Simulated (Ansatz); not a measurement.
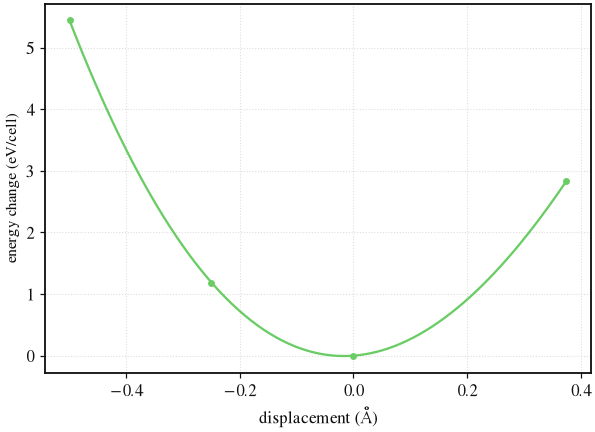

The plot gives the computed energy change against displacement for Si₂W, space group P6_222 (No. 180).

Cell as given: a = 4.576 Å, b = 4.576 Å, c = 6.603 Å, α = 90.00°, β = 90.00°, γ = 120.00°; 9 atoms.

Calculation (Ansatz 0.2.0): all atoms of one element of a crystal moved along a line, all else fixed, by plane-wave density functional theory with PAW datasets, free energies less that of the undisturbed cell; scalar-relativistic. Level: PBEsol, no spin polarisation.

| setting | value |
| --- | --- |
| wave cutoff | 420 eV |
| k mesh | 12×12×6 |
| occupations | Gaussian |
| smearing width | 0.15 eV |
| k shift | (0, 0, 0) (mesh steps) |
| start | relaxed |
| moved element | W |
| direction | (0.7071, 0.7071, 0) (Cartesian unit vector) |

Tabulate the plotted points.

```tsv
displacement (Å)	energy change (eV/cell)
-0.500	5.44
-0.250	1.19
0.000	0.00
0.375	2.84
```
